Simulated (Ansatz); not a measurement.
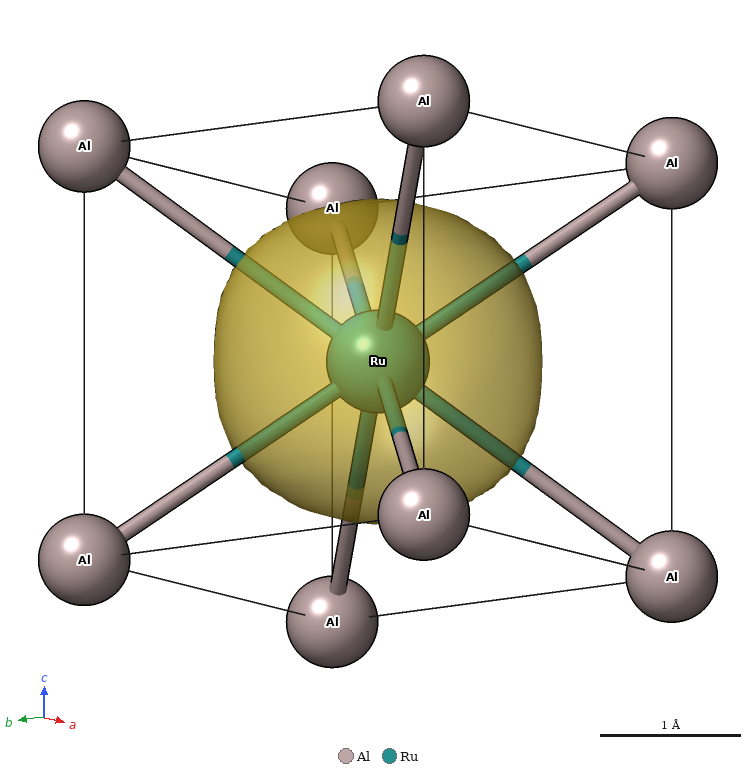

Figure. AlRu. Isosurface of the valence electron density at 0.4 e/Å³ (yellow), seen at an oblique angle. Sticks mark near contacts.

Space group Pm-3m; a structure generated by program, which may or may not match a known phase; computed without spin polarisation.

The calculation used DFT PBE, scalar-relativistic, plane waves, PAW in Ansatz.

Core electrons are frozen (PAW), and the valence fields are smoothed inside the atomic spheres.

```
Al Ru
1.0
     3.00373    0.00000    0.00000
     0.00000    3.00373    0.00000
     0.00000    0.00000    3.00373
Al Ru
1 1
Cartesian
  0.0000 0.0000 0.0000
  1.5019 1.5019 1.5019
```

How is the density connected at this value?

Answer. At this value the density breaks into separate islands; it holds about 75 % of the electrons treated as valence (semicore included). It bridges none of the near contacts. It is pinched off along the shortest Al–Ru (2.60 Å) contacts. On the grid the lowest density along these lines, outside the cores, is 0.26 e/Å³ (Al–Ru, 2.60 Å).

What Bader charges does the calculation give?

Answer. Electrons move from Al towards Ru. Bader charges: Al +1.91 and Ru −1.91 e.

Does the calculation make it a metal, or give it a gap?

Answer. It is gapless in this calculation (a metal or semimetal).
